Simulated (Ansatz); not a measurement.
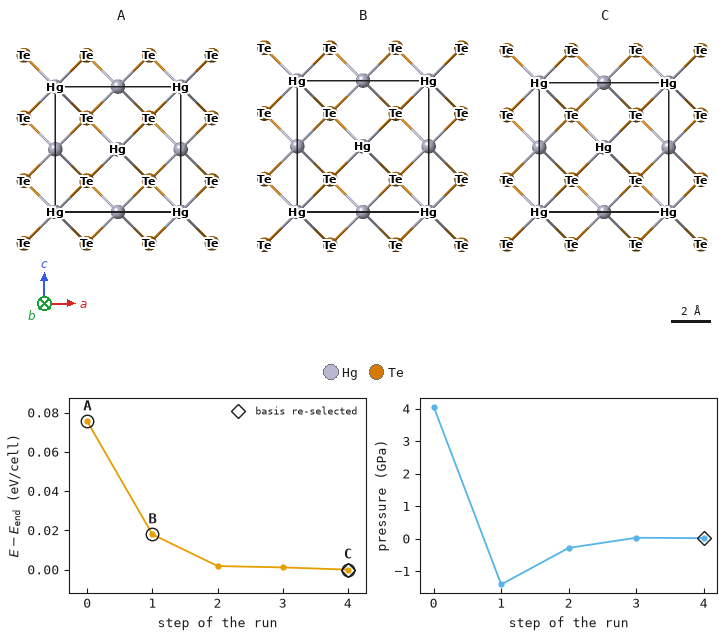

Frames of a relaxation of solid HgTe (a generated structure, set up in F-43m), marked on the history of the run. The picture is a ball-and-stick view of the conventional cell (4 times the calculation's cell), seen along the b axis. Lengths and directions refer to the drawn axes.

Computed with DFT PBE, scalar-relativistic, plane waves, PAW (Ansatz 0.2.0).

The input:
```yaml
crystal:
  lattice:
    - [0.0, 3.2234988908, 3.2234988908]
    - [3.2234988908, 0.0, 3.2234988908]
    - [3.2234988908, 3.2234988908, 0.0]
  atoms:
    - { symbol: Hg, position: [0.0, 0.0, 0.0] }
    - { symbol: Te, position: [0.25, 0.25, 0.25] }
basis:
  ecutwfc: 420
kpoints:
  mp_grid: { grid: [12, 12, 12] }
hamiltonian:
  xc: pbe
scf:
  occupations: { method: gaussian, width: 0.1 }
output:
  forces: true
  stress: true
  eigenvalues: true
relax:
  adjacent_minimum: "off"
  f_tol: 0.005
  max_steps: 80
  cell: { stress_tol: 0.05 }
```

Run as
```bash
ansatz run input.yaml --threads 2 --pin off --max-ram 5120MiB --backend cpu --events-out ev --progress --plain --runs-dir out
```

> What happens along the run?

No atom moves by more than 0.005 Å relative to the cell. The volume changes by +9.7 %, with a = b = c 6.447 → 6.650 Å (+3.1 %). Near-neighbour distances that change, for instance: Hg1–Te2 2.792 → 2.879 Å. The space group stays F-43m (No. 216). After 3 accepted moves (4 points after the start) the energy has fallen by 75.5 meV per cell of the calculation. All forces vanish by symmetry, so only the cell relaxes. The pressure goes from 4.06 to 0.02 GPa. At 1 point the geometry stayed and the basis and grid were re-selected for the new cell (energy shift of 1.1 meV per cell of the calculation at most each time). From step 0 to 1: volume +15.0 %, energy −57.6 meV per cell of the calculation. From step 1 to 4: volume −4.6 %, energy −17.9 meV per cell of the calculation.
